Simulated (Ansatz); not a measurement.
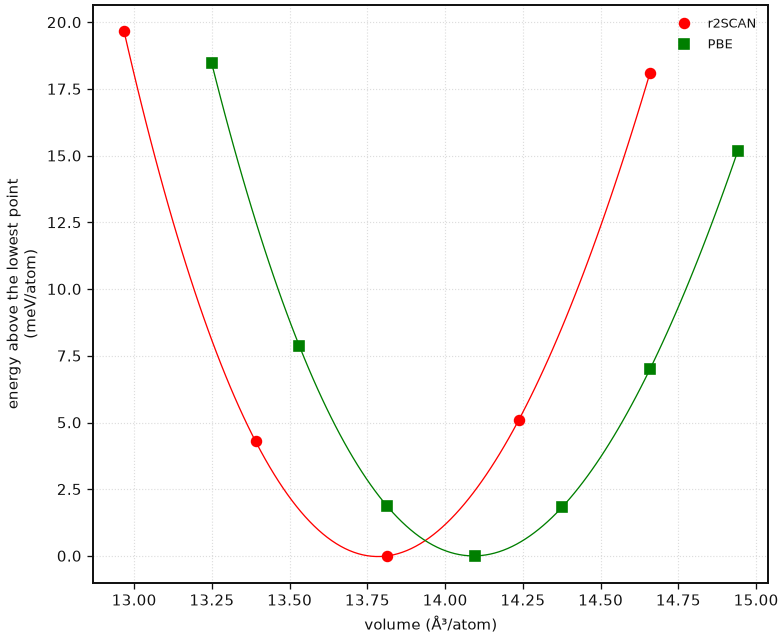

Figure. Energy above the lowest point against volume, with one curve for each functional, for CaO (space group Fm-3m).

Settings that differ: r2SCAN: wave cutoff 500 eV, k mesh 12×12×12, occupation width 0.1 eV; PBE: wave cutoff 420 eV, k mesh 20×20×20, occupation width 0.0612 eV.

The fitted equilibrium volumes, smallest first, are r2SCAN 13.78, PBE 14.09 Å³/atom. The fitted bulk moduli, smallest first, are PBE 105, r2SCAN 117 GPa.

How it was computed, with Ansatz 0.2.0 development build: equation of state of a cubic crystal from periodic Kohn-Sham density functional theory without spin, third-order Birch-Murnaghan fit to the free energies; pressure corrected for the finite basis.

- structure type: rock salt
- atoms in cell: 2
- space group number: 225
- lattice centring: face-centred primitive
- occupation method: Fermi–Dirac
- datasets: soft-1 PAW
- density tolerance: 1e−07 eV
- bands: 12
- density cutoff ratio: 4
- search for lower states: default
